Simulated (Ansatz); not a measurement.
A periodic structure is given below.

```yaml
crystal:
  lattice:
    - [5.08424, 0.00000, 0.00000]
    - [0.00000, 5.08424, 0.00000]
    - [0.00000, 0.00000, 5.08424]
  atoms:
    - { symbol: Li, position: [0.00000, 0.00000, 0.00000] }
    - { symbol: Cl, position: [0.50000, 0.00000, 0.00000] }
    - { symbol: Li, position: [0.00000, 0.50000, 0.50000] }
    - { symbol: Cl, position: [0.50000, 0.50000, 0.50000] }
    - { symbol: Li, position: [0.50000, 0.00000, 0.50000] }
    - { symbol: Cl, position: [0.00000, 0.00000, 0.50000] }
    - { symbol: Li, position: [0.50000, 0.50000, 0.00000] }
    - { symbol: Cl, position: [0.00000, 0.50000, 0.00000] }
```

Question: Interpret the file: composition, symmetry and coordination.

Answer: The stoichiometry is LiCl. Its lattice is face-centred cubic, its space group Fm-3m (No. 225). The prototype is rock salt (NaCl type). The cell holds 8 atoms (4 Li, 4 Cl), Z = 4. The polyhedra are LiCl6 octahedra; they share corners and edges. Li is linked to six Cl in an octahedral arrangement at 2.54 Å. Cl bonds to six Li in an octahedral arrangement at 2.54 Å. The bonds build a three-dimensional framework.

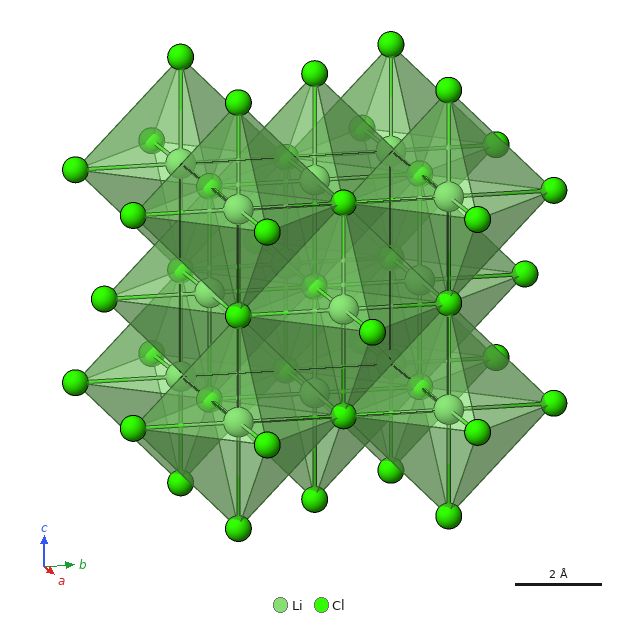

Polyhedral representation of a periodic structure, projected slightly off an axis. The wireframe shows the conventional unit cell. Some neighbours outside the box are added.

The model was built from a structure listed in the Materials Project. Earlier steps of the study may have refined or changed the cell and positions. It was set up as input for a calculation with Ansatz.
